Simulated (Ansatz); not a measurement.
# Li₃₁F₃₂: geometry relaxation (part 3 of 3)

Li₃₁F₃₂ (defect cell, 63 atoms in the cell); DFT, PBEsol, PAW, plane waves (Ansatz 0.2.0); cutoff 420 eV, 1×1×1 k-mesh, Fermi–Dirac smearing of 0.01 eV. 

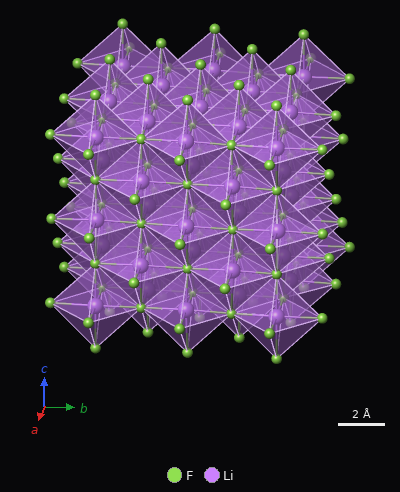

Figure 1. The input geometry (polyhedral view of the cell of the calculation, seen at an oblique angle; polyhedra are completed across the faces of the cell).

## Output, continued
```
  k-point 0 ↑: bands = ["-39.3293", "-39.3136", "-39.3097", "-39.3095", "-39.2988", "-39.2985", "-39.2974", "-39.2889", "-39.2887", "-39.2874", "-39.2871", "-39.2836", "-39.2612", "-39.2516", "-39.2443", "-39.2356", "-39.2353", "-39.2274", "-39.2272", "-39.2248", "-39.2244", "-39.2243", "-39.2173", "-39.2119", "-39.2116", "-39.2063", "-39.2061", "-39.2025", "-39.0754", "-39.0751", "-39.0743", "-19.0421", "-18.8951", "-18.8948", "-18.8794", "-18.7857", "-18.7855", "-18.7732", "-18.7135", "-18.6393",
      "-18.6390", "-18.6360", "-18.6337", "-18.6096", "-18.6095", "-18.6057", "-18.6055", "-18.5959", "-18.5620", "-18.5419", "-18.5416", "-18.5078", "-18.5076", "-18.4790", "-18.4344", "-18.4285", "-18.4283", "-18.4277", "-18.4248", "-18.4248", "-18.4105", "-18.3490", "-18.3483", "-2.0394", "-2.0393", "-2.0328", "-1.7137", "-1.7136", "-1.6724", "-1.6666", "-1.6341", "-1.6337", "-1.5931", "-1.5930", "-1.5642", "-1.4669", "-1.4666", "-1.4654", "-1.4134", "-1.3745",
      "-1.3744", "-1.3722", "-1.3578", "-1.3575", "-1.3363", "-1.2550", "-1.2549", "-1.2377", "-0.9249", "-0.9248", "-0.8970", "-0.8899", "-0.8896", "-0.8894", "-0.8131", "-0.7970", "-0.7968", "-0.7374", "-0.7370", "-0.6874", "-0.4036", "-0.3943", "-0.3939", "-0.3784", "-0.3522", "-0.3384", "-0.3383", "-0.3163", "-0.3159", "-0.2789", "-0.2789", "-0.2578", "-0.1086", "-0.1069", "-0.1067", "-0.0019", "-0.0018", "0.0395", "0.0398", "0.0607",
      "0.0610", "0.0785", "0.0785", "0.1339", "0.1540", "0.1542", "0.1614", "0.1756", "0.1993", "0.1996", "0.2378", "0.2379", "0.2826", "0.3099", "0.3359", "0.3360", "0.3780", "0.3806", "0.3808", "0.3907", "0.4005", "0.4128", "0.4130", "0.4622", "0.4880", "0.4883", "0.5124", "0.5387", "0.5391", "0.5900", "0.5929", "0.5932", "0.6177", "0.6181", "0.6929", "0.7307", "0.7315", "0.7723", "0.7728", "10.3818",
      "11.3729", "11.4314", "11.4317", "11.6003", "11.8666", "11.8844", "11.8846", "12.2482", "12.3556", "12.3561", "13.0329", "13.1383", "13.1390", "13.1602", "13.2545", "13.2758", "13.2762", "13.4309", "13.4315", "13.7485", "13.7494", "13.8702", "14.9623", "15.0017", "15.0022", "15.0183", "15.0515", "15.0522", "15.2241", "15.3748", "15.3750", "16.0839", "16.0852", "16.2055", "16.2113", "16.2371", "16.2377", "16.2695", "16.3302", "16.3307",
      "16.7295", "16.7684", "16.7685", "16.8343", "16.8346", "16.8889", "16.9165", "16.9176", "16.9281", "17.1704", "17.1913", "17.1918", "17.5898", "17.7311", "17.8024", "17.8030", "17.8993", "17.9005", "17.9083", "18.6085", "18.6094", "18.6505", "19.0710"]
  k-point 0 ↓: bands = ["-39.3297", "-39.3140", "-39.3101", "-39.3099", "-39.2992", "-39.2990", "-39.2978", "-39.2893", "-39.2892", "-39.2878", "-39.2875", "-39.2839", "-39.2615", "-39.2524", "-39.2451", "-39.2364", "-39.2361", "-39.2282", "-39.2280", "-39.2253", "-39.2250", "-39.2249", "-39.2180", "-39.2127", "-39.2124", "-39.2071", "-39.2069", "-39.2034", "-39.0761", "-39.0757", "-39.0750", "-19.0014", "-18.8528", "-18.8524", "-18.8389", "-18.7421", "-18.7418", "-18.7348", "-18.6721", "-18.6015",
      "-18.5985", "-18.5981", "-18.5935", "-18.5764", "-18.5763", "-18.5645", "-18.5642", "-18.5441", "-18.4973", "-18.4831", "-18.4827", "-18.4540", "-18.4538", "-18.4353", "-18.3898", "-18.3896", "-18.3817", "-18.3656", "-18.3422", "-18.3418", "-18.3100", "-18.2459", "-18.2456", "-2.0071", "-2.0071", "-1.9956", "-1.6745", "-1.6744", "-1.6393", "-1.6208", "-1.5968", "-1.5965", "-1.5622", "-1.5620", "-1.5245", "-1.4429", "-1.4418", "-1.4414", "-1.3773", "-1.3447",
      "-1.3445", "-1.3427", "-1.3127", "-1.3124", "-1.2896", "-1.2115", "-1.2112", "-1.1804", "-0.8824", "-0.8822", "-0.8568", "-0.8519", "-0.8518", "-0.8514", "-0.7591", "-0.7472", "-0.7471", "-0.6865", "-0.6862", "-0.6369", "-0.3529", "-0.3454", "-0.3438", "-0.3436", "-0.3012", "-0.2978", "-0.2977", "-0.2647", "-0.2644", "-0.2284", "-0.2283", "-0.1961", "-0.0572", "-0.0506", "-0.0504", "0.0450", "0.0450", "0.0843", "0.0845", "0.1033",
      "0.1062", "0.1218", "0.1219", "0.1871", "0.1954", "0.2210", "0.2212", "0.2385", "0.2442", "0.2445", "0.2653", "0.2654", "0.3411", "0.3594", "0.3854", "0.3856", "0.4159", "0.4161", "0.4184", "0.4241", "0.4384", "0.4605", "0.4606", "0.5248", "0.5571", "0.5573", "0.5724", "0.6013", "0.6018", "0.6336", "0.6339", "0.6508", "0.6761", "0.6763", "0.7512", "0.8517", "0.8519", "0.8550", "0.8555", "10.3902",
      "11.3889", "11.4430", "11.4432", "11.6032", "11.8808", "11.8937", "11.8939", "12.2535", "12.3615", "12.3619", "13.0489", "13.1481", "13.1488", "13.1713", "13.2666", "13.2881", "13.2885", "13.4461", "13.4467", "13.7591", "13.7601", "13.8816", "14.9718", "15.0115", "15.0120", "15.0289", "15.0613", "15.0620", "15.2426", "15.3942", "15.3945", "16.0944", "16.0958", "16.2198", "16.2221", "16.2521", "16.2527", "16.2839", "16.3412", "16.3418",
      "16.7428", "16.7782", "16.7784", "16.8375", "16.8378", "16.8999", "16.9273", "16.9285", "16.9392", "17.1909", "17.2062", "17.2068", "17.5994", "17.7347", "17.8046", "17.8052", "17.9081", "17.9093", "17.9135", "18.6109", "18.6117", "18.6581", "19.0752"]
--- Relaxed structure (4 steps of the walk, 4 accepted, 0 SCFs on fresh bases) ---
  F+E_penalty+E_count = -32000.01063219 eV   max|allowed force component| = 1.609e-2 eV/Å
  atoms:
    - { symbol: F, position: [0.24988365106244204, 1.0000949917459654, 0.9999135414176921] }
    - { symbol: F, position: [0.2489071205648419, 0.9999373477719895, 0.49983201892058965] }
    - { symbol: F, position: [0.24895549890319366, 0.5000546242215488, 0.9997654000114191] }
    - { symbol: F, position: [0.23803038442757735, 0.5002584389166165, 0.5000772442892083] }
    - { symbol: F, position: [0.7508684757478588, 1.0001097832930579, -7.485915433009776e-5] }
    - { symbol: F, position: [0.7518560286309371, 1.0002010031638746, 0.49999186423616937] }
    - { symbol: F, position: [0.7517723363964139, 0.5002081645272961, 3.0670118703224065e-5] }
    - { symbol: F, position: [0.7625942492570008, 0.4999695984215032, 0.499823372379327] }
    - { symbol: F, position: [0.000372503471878698, 0.2496416474569301, -7.21414565130504e-5] }
    - { symbol: F, position: [1.000153132125257, 0.24867754351486904, 0.49982825062120806] }
    - { symbol: F, position: [0.0003782538472023843, 0.7506067705131285, 0.9999349811934363] }
    - { symbol: F, position: [0.0003487615250925061, 0.751585091732084, 0.49997682818160766] }
    - { symbol: F, position: [0.5002686283583901, 0.248714257920205, 0.9997082692375963] }
    - { symbol: F, position: [0.5005270802304457, 0.23774144920703563, 0.5000663733666694] }
    - { symbol: F, position: [0.5004219366365376, 0.7515513537329468, 0.9999605613406093] }
    - { symbol: F, position: [0.5002565952914143, 0.7623531592983858, 0.4998368106211723] }
    - { symbol: F, position: [1.0003699808049082, 1.0001065923607082, 0.24940772801123293] }
    - { symbol: F, position: [0.00039051744475545144, 1.0001265718329087, 0.7504008097709952] }
    - { symbol: F, position: [1.0001268055713224, 0.500055983726345, 0.2484464198163276] }
    - { symbol: F, position: [1.0004047067113264, 0.5002238231444969, 0.7514678154853935] }
    - { symbol: F, position: [0.5002706802820216, -3.0086029549888147e-5, 0.24839084637990985] }
    - { symbol: F, position: [0.5004587118972238, 0.0002025810955582481, 0.7514125656739437] }
    - { symbol: F, position: [0.5005135953620293, 0.5002534899639992, 0.23775058331083507] }
    - { symbol: F, position: [0.5002262886545272, 0.499956957770369, 0.7621226204825973] }
    - { symbol: F, position: [0.25061547719124616, 0.25040105989092526, 0.25022327622718415] }
    - { symbol: F, position: [0.25052077656614097, 0.25030255912953214, 0.7494856796895201] }
    - { symbol: F, position: [0.2505357407951894, 0.7496605919113934, 0.25009843953137495] }
    - { symbol: F, position: [0.25079916066069874, 0.7499410820465167, 0.7497551568264804] }
    - { symbol: F, position: [0.7499243329078027, 0.25028024563088414, 0.2500687099487293] }
    - { symbol: F, position: [0.750223082431738, 0.25054078803355845, 0.749794283177901] }
    - { symbol: F, position: [0.7501565661807688, 0.749954579767247, 0.25033133061444246] }
    - { symbol: F, position: [0.7500686894376779, 0.7498342889263027, 0.7496791586170519] }
    - { symbol: Li, position: [0.00035142975239343407, 1.0001229882346807, 0.9999030128345725] }
    - { symbol: Li, position: [1.0003345526823404, 7.137591190040431e-5, 0.4998563787919884] }
    - { symbol: Li, position: [0.0003282678738150966, 0.5000830454631048, -0.00013748535421221882] }
    - { symbol: Li, position: [0.0005479355831702159, 0.5001075060909381, 0.5000125845037009] }
    - { symbol: Li, position: [0.5003845613631667, 1.0000757038959025, 0.999901752378673] }
    - { symbol: Li, position: [0.5005409988003374, 0.00021027098453264286, 0.4999354919986374] }
    - { symbol: Li, position: [0.5004118705387338, 0.5001545359831424, 1.0001046393264725] }
    - { symbol: Li, position: [0.25128945799305225, 0.2510477639310554, -0.0002890327616039576] }
    - { symbol: Li, position: [0.2563528117429742, 0.2560797486761488, 0.5000232179056061] }
    - { symbol: Li, position: [0.2512653192937815, 0.7491982540998953, -6.093065760059483e-5] }
    - { symbol: Li, position: [0.2563743173043485, 0.7438673335084935, 0.4998896234471597] }
    - { symbol: Li, position: [0.7494162000974836, 0.25107477442764375, -4.04088632846422e-5] }
    - { symbol: Li, position: [0.744269057052091, 0.2559327194970096, 0.49992206899520386] }
    - { symbol: Li, position: [0.7494981215217841, 0.7492440134464934, 0.000163351620009835] }
    - { symbol: Li, position: [0.7448325303883232, 0.7446389757754126, 0.49981572285581094] }
    - { symbol: Li, position: [0.2513409610531747, -9.226199700979553e-5, 0.2508263479339121] }
    - { symbol: Li, position: [0.25132250953306295, 1.0001666810688337, 0.7489253072164501] }
    - { symbol: Li, position: [0.25626345098379055, 0.5002560047789979, 0.25595668125118975] }
    - { symbol: Li, position: [0.2561623419585903, 0.5001031357102597, 0.7436696995041591] }
    - { symbol: Li, position: [0.7493786808310804, 1.000106500353421, 0.25086804580960204] }
    - { symbol: Li, position: [0.7495319576199718, 1.0003105266871122, 0.7490081669023682] }
    - { symbol: Li, position: [0.7442126775552372, 0.5000867466425553, 0.255787905480473] }
    - { symbol: Li, position: [0.7450533456457529, 0.4999756996907453, 0.7445087046843393] }
    - { symbol: Li, position: [1.0002057081498552, 0.2510839850414331, 0.2507952721692928] }
    - { symbol: Li, position: [0.0004697769842027974, 0.2511269998943866, 0.7489527949207957] }
    - { symbol: Li, position: [1.0003848846998853, 0.7491506293030947, 0.2508792953886602] }
    - { symbol: Li, position: [0.0006111005880937294, 0.7492364792810023, 0.7489584882877038] }
    - { symbol: Li, position: [0.5004853340873108, 0.2559440195377227, 0.2558340076058218] }
    - { symbol: Li, position: [0.5003781754896666, 0.25594334730179186, 0.743720506321494] }
    - { symbol: Li, position: [0.5003654234179362, 0.7439675163979766, 0.2559352345575189] }
    - { symbol: Li, position: [0.5002674900387297, 0.7447296457426884, 0.7444069460565994] }
--- Löwdin populations: 63 sites ---
  site symbol       q [e]    m [muB]
     0      F      7.7082     0.0130
     1      F      7.6942     0.0325
     2      F      7.6939     0.0329
     3      F      7.6749     0.0702
     4      F      7.7085     0.0126
     5      F      7.6955     0.0308
     6      F      7.6954     0.0309
     7      F      7.6700     0.0765
     8      F      7.7083     0.0129
     9      F      7.6942     0.0324
    10      F      7.7085     0.0127
    11      F      7.6953     0.0310
    12      F      7.6942     0.0325
    13      F      7.6741     0.0712
    14      F      7.6950     0.0314
    15      F      7.6711     0.0751
    16      F      7.7082     0.0131
    17      F      7.7084     0.0128
    18      F      7.6942     0.0325
    19      F      7.6958     0.0303
    20      F      7.6947     0.0319
    21      F      7.6953     0.0310
    22      F      7.6737     0.0717
    23      F      7.6696     0.0771
    24      F      7.7021     0.0227
    25      F      7.7074     0.0152
    26      F      7.7072     0.0155
    27      F      7.7070     0.0157
    28      F      7.7072     0.0155
    29      F      7.7070     0.0157
    30      F      7.7072     0.0155
    31      F      7.7021     0.0226
    32     Li      2.2230    -0.0003
    33     Li      2.2230    -0.0006
    34     Li      2.2230    -0.0006
    35     Li      2.2245    -0.0012
    36     Li      2.2230    -0.0006
    37     Li      2.2245    -0.0012
    38     Li      2.2245    -0.0012
    39     Li      2.2228    -0.0005
    40     Li      2.2204    -0.0009
    41     Li      2.2227    -0.0005
    42     Li      2.2207    -0.0009
    43     Li      2.2227    -0.0005
    44     Li      2.2207    -0.0009
    45     Li      2.2228    -0.0005
    46     Li      2.2204    -0.0009
    47     Li      2.2228    -0.0005
    48     Li      2.2227    -0.0005
    49     Li      2.2204    -0.0009
    50     Li      2.2207    -0.0009
    51     Li      2.2227    -0.0004
    52     Li      2.2228    -0.0005
    53     Li      2.2207    -0.0009
    54     Li      2.2205    -0.0010
    55     Li      2.2228    -0.0005
    56     Li      2.2227    -0.0004
    57     Li      2.2227    -0.0005
    58     Li      2.2228    -0.0005
    59     Li      2.2204    -0.0009
    60     Li      2.2207    -0.0009
    61     Li      2.2207    -0.0009
    62     Li      2.2204    -0.0010
  spilling = 0.005824 (of n_electrons = 317.000000)
```

## Results in brief

| quantity | value |
| --- | --- |
| outcome | converged |
| electrons treated | 317 |
| free energy | −32000.0106 eV |
| Fermi energy | 0.865 eV |
| net moment of the cell | 1.00 μB |
| largest force (length of the vector) at the end | 0.021 eV/Å |
| hardware | 7 threads of Arm Neoverse-V2, 28 GiB of memory available, shared host |
| wall time | 54 s (CPU time 5.9 min) |
| peak memory | 1.6 GiB |

## Remarks

The k-point mesh is coarse for a cell of this size, so the results may not be converged.
